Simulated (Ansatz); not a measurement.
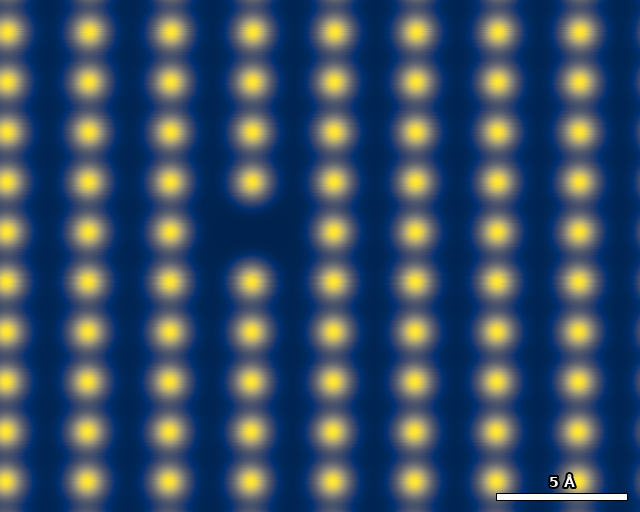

Z-contrast image of Ca (P6_3/mmc, No. 194) along [210]. The image is simulated as a sum over atoms of Z^1.7, blurred by a 1.12 Å probe (no channelling). The probe carries 15 % of its weight in a tail 2.5 times as wide. A slight drift was added.

The sample is 1 repeat (6.8 Å) thick. One point defect was put into the perfect crystal, without relaxing the atoms around it. Brightness is counted from the darkest point of the image. Host structure: the geometry relaxed at fixed volume with Ansatz, DFT r2SCAN, scalar-relativistic, plane waves, PAW; the starting structure was generated, so it need not be a known form of this composition.

> Where is the defect (in Å from the left and the top edge), and what does its contrast suggest?

At about 10 Å from the left and 9 Å from the top. The column has all but vanished there, which points to a vacancy or a much lighter atom. The column holds 1 atom (Ca) through the sample, and one Ca atom is missing, so its peak vanishes.
